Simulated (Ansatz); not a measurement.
# Geometry relaxation, with input and output: In15P16 (charge −1) (part 1 of 2)

In15P16 (defect cell, 31 atoms in the cell, total charge −1), computed with DFT PBE, scalar-relativistic, plane waves, PAW, no spin polarisation (Ansatz 0.2.0).

The structure derives from a Materials Project entry. It belongs to a series of runs on one base structure; here: In vacancy (site a), charge -1, atoms relaxed at the host's cell, started again with a moment of 0 μB.

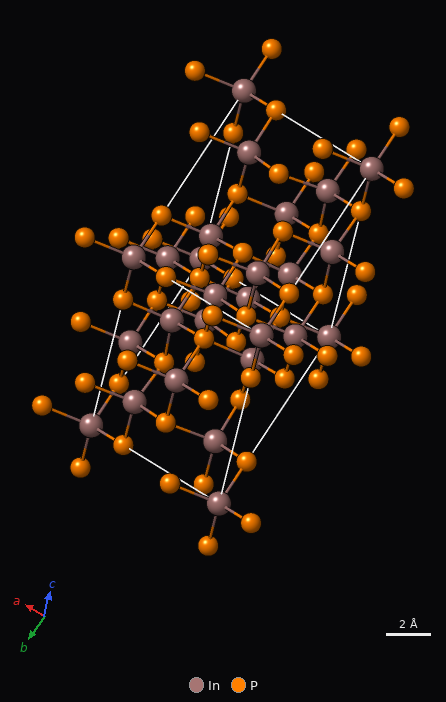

*The starting structure (ball-and-stick view of the cell of the calculation, seen at an oblique angle; bonded neighbours outside the cell are drawn too).*

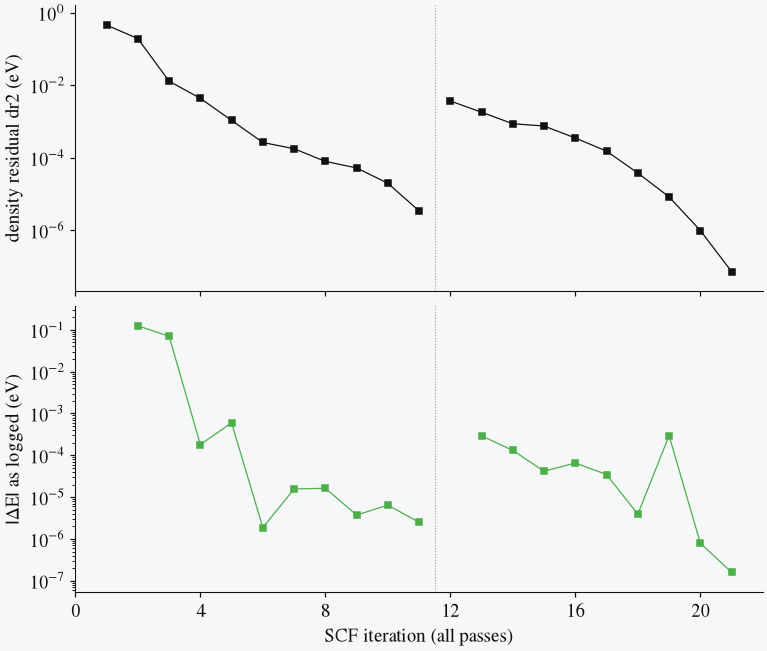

*Convergence of the self-consistent field: density residual dr2 and size of the energy change against the SCF iteration. The dotted lines part the SCF passes of the relaxation: geometry steps, rejected trials and re-solves on a re-selected basis.*

The passes take 11 and 10 iterations.

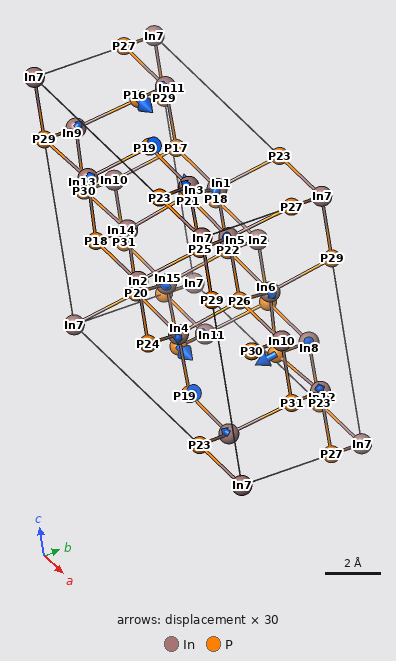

*The starting structure with the displacements as blue arrows, magnified 30 times (ball-and-stick view of the cell of the calculation, seen slightly off an axis).*

Over 1 geometry step the energy falls by 0.1 meV per atom. Largest force component: 0.028 eV/Å at the start, 0.014 eV/Å at the end. The largest moves, 0.030 Å, are those of P16, P19, P21 and P28. By element the largest moves are P 0.030 Å, In 0.012 Å. The cell stays as it was. Among the contacts that change: In11–P27 2.607 → 2.612 Å. (Atoms are counted from 1 in the order of the input.)

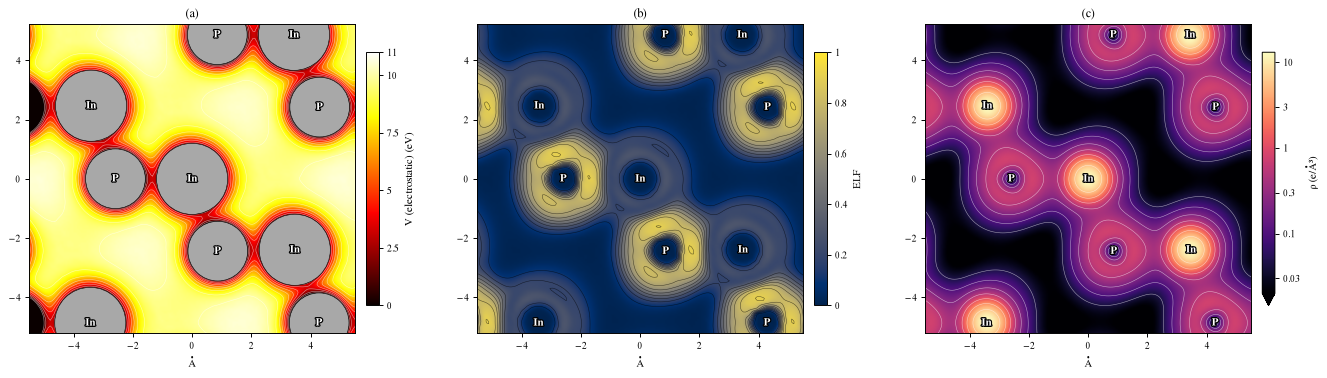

*(a) electrostatic potential energy of an electron; (b) electron localisation function; (c) valence charge density (pseudo) on the (010) plane of the calculation cell. Grey discs, where drawn, cover atomic cores.*

The section cuts through In and P sites. In–P (2.59 Å): the density is about 0.42 e/Å³ at the midpoint; the ELF is about 0.55 at the midpoint. In–P (2.59 Å): ρ is about 0.42 e/Å³ halfway; the ELF is about 0.55 at the midpoint. Away from the nuclei the density in this plane falls to 0.01 e/Å³ at its lowest. Outside the cores the potential energy rises away from the atoms and is highest about 2.5 Å from the nearest atoms; outside the discs it spans about 10 eV, and its zero is arbitrary. The fields are those of the smooth PAW valence density.

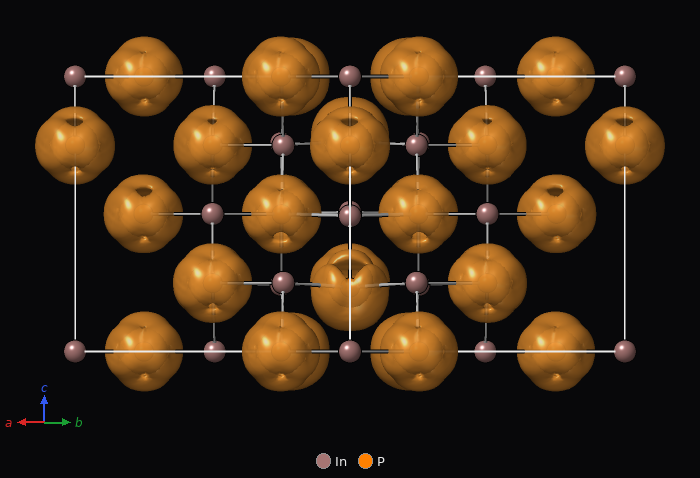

*Isosurface of the electron localisation function at 0.75 (orange), seen along [110]. Only the valence region is drawn (cores and ρ < 0.01 e/Å³ removed). Sticks mark near contacts. The outline is the calculation cell.*

Profiles from the grid: In–P (2.57 Å): the ELF is about 0.55 at the midpoint. In–P (2.61 Å): the ELF is about 0.55 at the midpoint.

These pictures come from the run below.

**Input**
```yaml
crystal:
  lattice:
    - [-5.9597880289, 5.9597880289, 5.9597880289]
    - [5.9597880289, -5.9597880289, 5.9597880289]
    - [5.9597880289, 5.9597880289, -5.9597880289]
  atoms:
    - { symbol: In, position: [0.5, 0.7435939553, 0.7505521647] }
    - { symbol: In, position: [0.5, 0.0, 0.5] }
    - { symbol: In, position: [0.7435939553, 0.2505521647, 0.0] }
    - { symbol: In, position: [0.5, 0.2505521647, 0.2435939553] }
    - { symbol: In, position: [0.7435939553, 0.5, 0.7505521647] }
    - { symbol: In, position: [0.7494478353, 0.7494478353, 0.4930417906] }
    - { symbol: In, position: [0.0, 0.0, 0.0] }
    - { symbol: In, position: [0.7494478353, -0.0069582094, 0.2494478353] }
    - { symbol: In, position: [0.0069582094, 0.2564060447, 0.7564060447] }
    - { symbol: In, position: [0.0, 0.5, 0.5] }
    - { symbol: In, position: [0.2505521647, 0.7435939553, 0.0] }
    - { symbol: In, position: [-0.0069582094, 0.7494478353, 0.2494478353] }
    - { symbol: In, position: [0.2564060447, 0.0069582094, 0.7564060447] }
    - { symbol: In, position: [0.2564060447, 0.2564060447, 0.5069582094] }
    - { symbol: In, position: [0.2505521647, 0.5, 0.2435939553] }
    - { symbol: P, position: [0.2641842738, 0.5, 0.0] }
    - { symbol: P, position: [0.2511862414, 0.7509678848, 0.7511862414] }
    - { symbol: P, position: [0.2490321152, 0.0002183567, 0.5002183567] }
    - { symbol: P, position: [0.5, 0.2641842738, 0.0] }
    - { symbol: P, position: [0.2511862414, 0.2511862414, 0.2509678848] }
    - { symbol: P, position: [0.5, 0.5, 0.7641842738] }
    - { symbol: P, position: [0.5, 0.7488137586, 0.4997816433] }
    - { symbol: P, position: [0.7488137586, -0.0002183567, 0.0] }
    - { symbol: P, position: [0.5, -0.0002183567, 0.2488137586] }
    - { symbol: P, position: [0.7509678848, 0.2511862414, 0.7511862414] }
    - { symbol: P, position: [0.7488137586, 0.5, 0.4997816433] }
    - { symbol: P, position: [-0.0002183567, 0.7488137586, 0.0] }
    - { symbol: P, position: [0.7358157262, 0.7358157262, 0.2358157262] }
    - { symbol: P, position: [0.0002183567, 0.0002183567, 0.7490321152] }
    - { symbol: P, position: [0.0002183567, 0.2490321152, 0.5002183567] }
    - { symbol: P, position: [-0.0002183567, 0.5, 0.2488137586] }
  host:
    lattice:
      - [0.0, 2.9798940145, 2.9798940145]
      - [2.9798940145, 0.0, 2.9798940145]
      - [2.9798940145, 2.9798940145, 0.0]
    atoms:
      - { symbol: In, position: [0.0, 0.0, 0.0] }
      - { symbol: P, position: [0.25, 0.25, 0.25] }
total_charge: -1
basis:
  ecutwfc: 420
  xc_grid: 2
kpoints:
  mp_grid: { grid: [2, 2, 2], shift: [0.5, 0.5, 0.5] }
hamiltonian:
  xc: pbe
scf:
  occupations: { method: gaussian, width: 0.02 }
output:
  forces: true
  stress: false
  eigenvalues: true
  charged_corrections:
    defect_position: [0.5, 0.5, 0.0]
    epsilon: [[15.0794, 0.0, 0.0], [0.0, 15.0794, 0.0], [0.0, 0.0, 15.0794]]
  write_density: true
  write_potential: true
  elf: true
  volumetric_format: npy
relax:
  adjacent_minimum: "off"
  f_tol: 0.025
  max_steps: 45
```

Command:
```bash
ansatz run input.yaml --threads 4 --pin off --max-ram 6144MiB --backend cpu --events-out ev --progress --plain --runs-dir out
```

**Log**
```
Engine: ansatz 0.2.0, aarch64-unknown-linux-gnu
Pseudopotentials: kind: paw
Pseudopotential: In, paw, valence charge 13, recommended cutoff 420 eV (normal), In.paw.azcp
Pseudopotential: P, paw, valence charge 5, recommended cutoff 420 eV (normal), P.paw.azcp
Functional definition: PBE
  parameter kappa = 0.804
  parameter beta = 0.06672455060314922
  exchange = pbe_x(kappa = kappa, mu = beta*pi^2/3)
  correlation = pbe_c(beta = beta)
Crystal: 31 atoms, lattice volume = 846.745 Å³
Basis set: ecut = 420 eV, 16487 PW (Γ), exchange–correlation on 144×144×144 points (8 copies of the dense FFT grid, shifted against one another)
Bands: 169, of which v1, the nominal top of the filled ones, is band 138 counted from 1 (137 counted from 0)
Symmetry: 24 space group operations
Space group: I-43m (ITA 217), of the structure as read, at distance tolerance 9.5e-5 Å
k-points: 2 of 8 (time reversal used)
Non-local potential: In, projectors of the file, l = 0: 2, l = 1: 2, l = 2: 2, l = 3: 2
Non-local potential: P, projectors of the file, l = 0: 2, l = 1: 2, l = 2: 2
PAW form: soft (Blöchl's): semilocal exchange-correlation on the pseudo side does not see the compensation charge
PAW one-centre angular grid: In, 590 points (default); XC on 64 Gauss nodes
PAW one-centre angular grid: P, 110 points (default); XC on 64 Gauss nodes
Initial density: superposition of atomic densities (neutral atoms scaled as one to the charged cell's electrons: chi_scale 0, normalization atom), corrected by the library's trained network
Initial wavefunctions: pseudopotential atomic-orbital guess
Functional: x = pbe(κ = 0.804, μ = 0.2195149727645171), c = pbe(β = 0.06672455060314922)
SCF iter   1: F=—  HF=-96056.206877 eV  |F-HF|=—  |Δ(HF+E_count)|=         —  Δρ=7.03e-3  dr2=4.55e-1  ethr=1.77e-3  ⟨swp⟩=8.0  Hψ=1394  notcnv=0  defer=8
preconditioner: auto → LDOS  [insulator: Δε(μ)=0.067 eV  Ē_g=12.715 eV  σ=0.020 eV  W_gap=0.83  n_scr=176 (ndim 8)  ℏωp=21.2 eV  f_vac=0.025  D(μ)=53.04/eV (n_scr^D=554)  ε∞_Penn≈3.8  β→1.0]
SCF iter   2: F=—  HF=-96056.082139 eV  |F-HF|=—  |Δ(HF+E_count)|=   1.25e-1  Δρ=5.37e-3  dr2=1.93e-1  ethr=1.65e-4  ⟨swp⟩=3.0  Hψ=688  notcnv=0  defer=50
SCF iter   3: F=—  HF=-96056.011853 eV  |F-HF|=—  |Δ(HF+E_count)|=   7.03e-2  Δρ=1.00e-3  dr2=1.29e-2  ethr=6.99e-5  ⟨swp⟩=3.0  Hψ=586  notcnv=0  defer=50
SCF iter   4: F=—  HF=-96056.011672 eV  |F-HF|=—  |Δ(HF+E_count)|=   1.81e-4  Δρ=4.81e-4  dr2=4.35e-3  ethr=4.69e-6  ⟨swp⟩=2.0  Hψ=554  notcnv=0  defer=50
SCF iter   5: F=—  HF=-96056.011074 eV  |F-HF|=—  |Δ(HF+E_count)|=   5.98e-4  Δρ=2.39e-4  dr2=1.07e-3  ethr=1.57e-6  ⟨swp⟩=2.0  Hψ=546  notcnv=0  defer=50
SCF iter   6: F=—  HF=-96056.011075 eV  |F-HF|=—  |Δ(HF+E_count)|=   1.87e-6  Δρ=1.08e-4  dr2=2.64e-4  ethr=3.87e-7  ⟨swp⟩=2.0  Hψ=381  notcnv=0  defer=50
SCF iter   7: F=—  HF=-96056.011060 eV  |F-HF|=—  |Δ(HF+E_count)|=   1.57e-5  Δρ=6.74e-5  dr2=1.77e-4  ethr=9.58e-8  ⟨swp⟩=2.5  Hψ=548  notcnv=0  defer=50
SCF iter   8: F=—  HF=-96056.011043 eV  |F-HF|=—  |Δ(HF+E_count)|=   1.63e-5  Δρ=4.60e-5  dr2=7.93e-5  ethr=6.40e-8  ⟨swp⟩=2.0  Hψ=360  notcnv=0  defer=50
SCF iter   9: F=—  HF=-96056.011040 eV  |F-HF|=—  |Δ(HF+E_count)|=   3.74e-6  Δρ=3.79e-5  dr2=5.24e-5  ethr=2.87e-8  ⟨swp⟩=2.0  Hψ=335  notcnv=0  defer=50
SCF iter  10: F=—  HF=-96056.011033 eV  |F-HF|=—  |Δ(HF+E_count)|=   6.47e-6  Δρ=2.62e-5  dr2=1.98e-5  ethr=1.90e-8  ⟨swp⟩=3.0  Hψ=524  notcnv=0  defer=50
SCF iter  11: F=-96056.011029 eV  HF=-96056.011031 eV  |F-HF|=1.98e-6  |Δ(HF+E_count)|=   2.50e-6  Δρ=1.34e-5  dr2=3.42e-6  ethr=5.66e-9  ⟨swp⟩=20.5  Hψ=3070  notcnv=0
SCF 1 converged in 11 iterations: F = -96056.011029 eV  dr2 = 3.42e-6
  greatest PAW one-centre occupation: 0.981 electrons in one spin orbital (limit 2), on the In atom at site 7 (counted from 0), in its partial waves of l = 2
relax step   1: F+E_penalty+E_count = -96056.01102881 eV  Δ(F+E_penalty+E_count) = +0.000e0 eV  max|allowed force component| = 2.793e-2 eV/Å  Δτ_max = 0.0000 Å  (11 SCF iters, dr2 threshold 1.56e-5 eV, accepted)
Initial density: handed on by an earlier stage of this run
Initial wavefunctions: those handed on with the density
iter 1 solved again at ethr=1.29e-6 eV; its pass at ethr=3.10e-3 eV (dr2=3.57e-3 eV) is discarded
SCF iter   1: F=—  HF=-96056.015295 eV  |F-HF|=—  |Δ(HF+E_count)|=         —  Δρ=6.77e-4  dr2=3.67e-3  ethr=1.29e-6  ⟨swp⟩=3.0  Hψ=1029  notcnv=0  defer=50
preconditioner: auto → LDOS  [insulator: Δε(μ)=0.068 eV  Ē_g=12.885 eV  σ=0.020 eV  W_gap=0.83  n_scr=176 (ndim 8)  ℏωp=21.2 eV  f_vac=0.015  D(μ)=53.04/eV (n_scr^D=554)  ε∞_Penn≈3.7  β→1.0]
SCF iter   2: F=—  HF=-96056.015003 eV  |F-HF|=—  |Δ(HF+E_count)|=   2.92e-4  Δρ=2.28e-4  dr2=1.80e-3  ethr=1.29e-6  ⟨swp⟩=3.0  Hψ=560  notcnv=0  defer=50
SCF iter   3: F=—  HF=-96056.014872 eV  |F-HF|=—  |Δ(HF+E_count)|=   1.31e-4  Δρ=1.71e-4  dr2=8.66e-4  ethr=6.52e-7  ⟨swp⟩=2.0  Hψ=468  notcnv=0  defer=50
SCF iter   4: F=—  HF=-96056.014830 eV  |F-HF|=—  |Δ(HF+E_count)|=   4.16e-5  Δρ=1.44e-4  dr2=7.50e-4  ethr=3.14e-7  ⟨swp⟩=3.0  Hψ=563  notcnv=0  defer=50
SCF iter   5: F=—  HF=-96056.014765 eV  |F-HF|=—  |Δ(HF+E_count)|=   6.56e-5  Δρ=9.75e-5  dr2=3.50e-4  ethr=2.72e-7  ⟨swp⟩=1.0  Hψ=288  notcnv=0  defer=50
SCF iter   6: F=—  HF=-96056.014730 eV  |F-HF|=—  |Δ(HF+E_count)|=   3.47e-5  Δρ=7.31e-5  dr2=1.52e-4  ethr=1.27e-7  ⟨swp⟩=2.0  Hψ=395  notcnv=0  defer=50
SCF iter   7: F=—  HF=-96056.014726 eV  |F-HF|=—  |Δ(HF+E_count)|=   3.92e-6  Δρ=4.14e-5  dr2=3.79e-5  ethr=5.50e-8  ⟨swp⟩=2.0  Hψ=350  notcnv=0  defer=50
SCF iter   8: F=—  HF=-96056.014430 eV  |F-HF|=—  |Δ(HF+E_count)|=   2.96e-4  Δρ=2.03e-5  dr2=8.32e-6  ethr=1.37e-8  ⟨swp⟩=2.0  Hψ=369  notcnv=0  defer=50
SCF iter   9: F=—  HF=-96056.014429 eV  |F-HF|=—  |Δ(HF+E_count)|=   7.93e-7  Δρ=8.79e-6  dr2=9.85e-7  ethr=3.01e-9  ⟨swp⟩=3.0  Hψ=670  notcnv=0  defer=50
SCF iter  10: F=-96056.014429 eV  HF=-96056.014429 eV  |F-HF|=1.63e-8  |Δ(HF+E_count)|=   1.60e-7  Δρ=2.39e-6  dr2=7.25e-8  ethr=3.62e-11  ⟨swp⟩=20.0  Hψ=3293  notcnv=0
SCF 2 converged in 10 iterations: F = -96056.014429 eV  dr2 = 7.25e-8
  greatest PAW one-centre occupation: 0.981 electrons in one spin orbital (limit 2), on the In atom at site 13 (counted from 0), in its partial waves of l = 2
relax step   2: F+E_penalty+E_count = -96056.01442869 eV  Δ(F+E_penalty+E_count) = -3.400e-3 eV  max|allowed force component| = 1.397e-2 eV/Å  Δτ_max = 0.0305 Å  (10 SCF iters, accepted)
SCF converged after 10 iterations
Free energy (F): -96056.014429 eV
Harris-Foulkes:  -96056.014429 eV  (|F-HF|=1.63e-8)
Internal energy: -96056.003821 eV  (E = F + TS)
E sigma→0 (E₀):  -96056.009125 eV
Entropy (-TS):   -0.010608 eV (-0.342 meV/atom)
Fermi energy:    5.777658 eV
--- Per-component energies (eV) ---
  E_band       = -1026.972689
  E_kinetic    = 4748.808353
  E_local      = -22273.797532  (includes V_loc(G=0)·N_el)
  E_nonlocal   = 6054.700394
  E_hartree    = 8789.693228
  E_xc         = -4202.770022
  E_vxc        = -2447.897936  (∫ρ·V_xc dr)
  E_paw        = -71444.519509  (= ΣΔE_a)
  E_vpaw       = -4688.180008  (= ΣTr[D̂ρ^β])
  E_aug_tail   = 0.000429  (compensation charges beyond the density's cutoff)
  E_ewald      = -17728.119162
  E_smearing   = -0.010608  (= −TS)
  E_closure    = -0.000000  (closes the sum)
  E_deformation_potential = -11.935372  (in the stress; not in F)
  Σ components = -96056.014429   (vs F -96056.014429, Δ=0.00e0)
```
